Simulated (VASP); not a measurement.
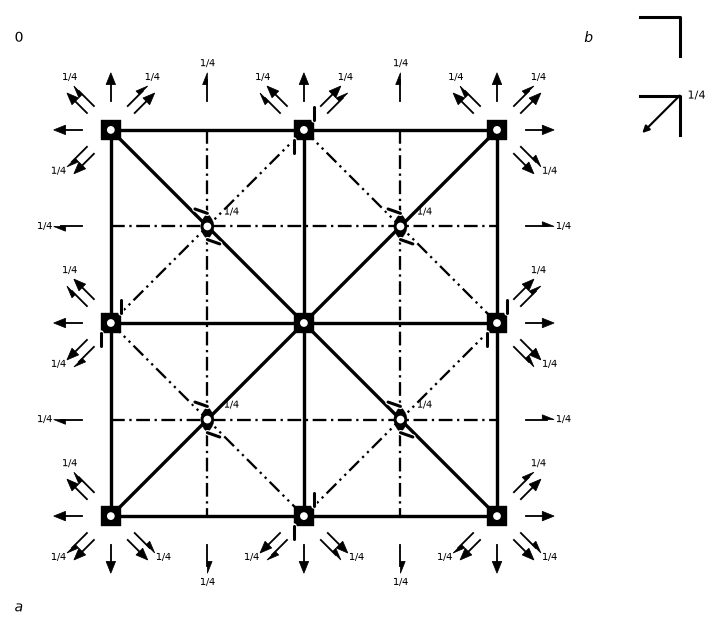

Symmetry elements of a space group, projected down c, computed from the operations of a computed or model structure of composition TiAl3.

Graphical symbols as in the International Tables (origin upper left, heights as fractions; handed screw axes are marked by their printed symbols).

Q: Which space group is it?

A: I4/mmm (No. 139); body-centred tetragonal, point group 4/mmm, 32 general positions a cell.

Q: List the elements shown.

A: 4₂ axes along c at (0, 1/2), (1/2, 0); 4 axes along c at (0, 0), (1/2, 1/2); 2₁ axes along c at (1/4, 1/4), (1/4, 3/4), (3/4, 1/4), (3/4, 3/4); inversion centres at (0, 0), (0, 1/2), (1/4, 1/4; c height 1/4), (1/4, 3/4; c height 1/4), (1/2, 0), (1/2, 1/2), (3/4, 1/4; c height 1/4), (3/4, 3/4; c height 1/4); mirror planes holding c and [1 1 0] or [−1 1 0]; e glide planes holding c and [1 1 0] or [−1 1 0]; mirror planes normal to a, at x = 0, 1/2; n glide planes normal to a, at x = 1/4, 3/4; mirror planes normal to b, at y = 0, 1/2; n glide planes normal to b, at y = 1/4, 3/4; a mirror plane normal to c at height 0; an n glide plane normal to c at height 1/4; 2 axes along [1 1 0] at heights 0, 1/4; 2 axes along [−1 1 0] at heights 0, 1/4; 2 axes along a at height 0; 2 axes along b at height 0; 2₁ axes along [1 1 0] at heights 0, 1/4; 2₁ axes along [−1 1 0] at heights 0, 1/4; 2₁ axes along a at height 1/4; 2₁ axes along b at height 1/4. Heights repeat every half period; positions are (a, b) fractions, modulo 1.
